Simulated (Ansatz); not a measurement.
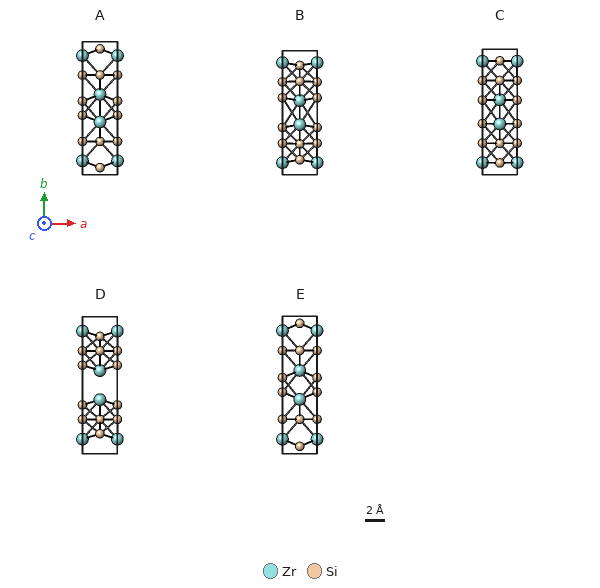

5 geometries from one relaxation of solid ZrSi₂ (set up in Cmcm), in shuffled order. The picture is a ball-and-stick view of the conventional cell (2 times the calculation's cell), seen along the c axis. Lengths and directions refer to the drawn axes.

The start is a measured structure.

Method: Ansatz, DFT, PAW plane waves, r2SCAN. Set-up: plane-wave cutoff 500 eV; k-point mesh 6 × 6 × 5; occupations fermi dirac; smearing width 0.1 eV; no spin polarisation; cell and atoms relaxed; force threshold 0.03 eV/Å; at most 40 steps.

Put them in the order of the run, from the start to the converged end.

Answer. D, B, C, A, E. They are steps 0, 2, 4, 7, 12, at +4.982 eV per cell of the calculation, +3.502 eV per cell of the calculation, +1.884 eV per cell of the calculation, +0.134 eV per cell of the calculation relative to the last. The largest moves relative to the cell, 1.35 Å, are those of Si atoms. Largest moves by element: Si 1.35 Å, Zr 0.01 Å. Cell: a 3.704 → 3.666 Å (−1.0 %), b 14.545 → 14.590 Å (+0.3 %), c 3.654 → 3.626 Å (−0.8 %). Volume −1.5 %. Some distances before and after: Si–Si 4.597 → 2.378 Å, Si–Zr 4.094 → 2.943 Å, Si–Si 2.381 → 3.399 Å, Si–Si 2.400 → 3.415 Å. New bonds form: Si–Si (4.60 → 2.38 Å), Si–Zr (4.09 → 2.94 Å). Among the angles between lasting bonds that change: Zr–Si–Zr 155.4° → 147.0°, Zr–Si–Zr 88.1° → 85.9°. The space group stays Cmcm (No. 63). Over 11 accepted moves (12 points after the start) the energy falls by 4.982 eV per cell of the calculation. With the target pressure of 5 GPa, the enthalpy E + pV changes by −5.027 eV per cell of the calculation. Largest force component: 2.8 eV/Å at the start, 0.0027 eV/Å at the end. Pressure: 12.32 GPa at the start and 5.00 GPa at the end. At 1 point the geometry stayed and the basis and grid were re-selected for the new cell (energy shift of 0.4 meV per cell of the calculation at most each time). The run took roughly 6 core-minutes on a shared host.
